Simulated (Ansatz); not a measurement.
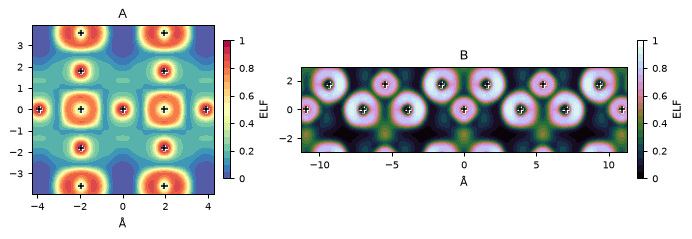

The electron localisation function of 2 systems, each on a plane through atoms (crosses mark nuclei in the plane).

Method: Kohn-Sham DFT of a periodic cell, LDA, Ansatz PAW (Ansatz 0.2.0).

System 1: Cu3O2, the (100) plane of the conventional cell. Space group I4/mmm; a structure from a database of computed crystals, not necessarily the ambient phase.

```xyz
10
Lattice="3.9101 0.0000 0.0000 0.0000 3.9101 0.0000 0.0000 0.0000 7.1817" Properties=species:S:1:pos:R:3 pbc="T T T"
Cu    0.0000    0.0000    0.0000
Cu    1.9551    1.9551    3.5908
Cu    0.0000    1.9551    1.7954
Cu    1.9551    0.0000    5.3863
Cu    1.9551    0.0000    1.7954
Cu    0.0000    1.9551    5.3863
O     0.0000    1.9551    0.0000
O     1.9551    0.0000    3.5908
O     1.9551    0.0000    0.0000
O     0.0000    1.9551    3.5908
```

System 2: MoS2, the (110) plane of the calculation cell. Space group P6₃/mmc; a structure from a database of computed crystals, not necessarily the ambient phase; computed pressure about 20 GPa in this cell.

```xyz
12
Lattice="2.9970 0.0000 0.0000 -1.4985 2.5954 0.0000 0.0000 0.0000 21.8160" Properties=species:S:1:pos:R:3 pbc="T T T"
Mo    0.0000    1.7303    2.7270
Mo    0.0000    1.7303   13.6350
Mo    1.4985    0.8651    8.1810
Mo    1.4985    0.8651   19.0890
S     1.4985    0.8651    1.1593
S     1.4985    0.8651   12.0675
S     0.0000    1.7303    6.6133
S     0.0000    1.7303   17.5216
S     1.4985    0.8651    4.2945
S     1.4985    0.8651   15.2027
S     0.0000    1.7303    9.7485
S     0.0000    1.7303   20.6567
```

Match each panel to its system.

Answer. Panel A is system 1, Cu3O2: the plane holds Cu and O. Cu–O (1.80 Å): the ELF peaks at about 0.80 in the valence shell of O, 0.6 Å from its nucleus, and is about 0.25 at the midpoint: no localised pair shows between them. Panel B is system 2, MoS2: the plane holds Mo and S. Mo–S (2.33 Å): the ELF peaks at about 0.85 in the valence shell of S, 0.8 Å from its nucleus, and is about 0.45 at the midpoint.
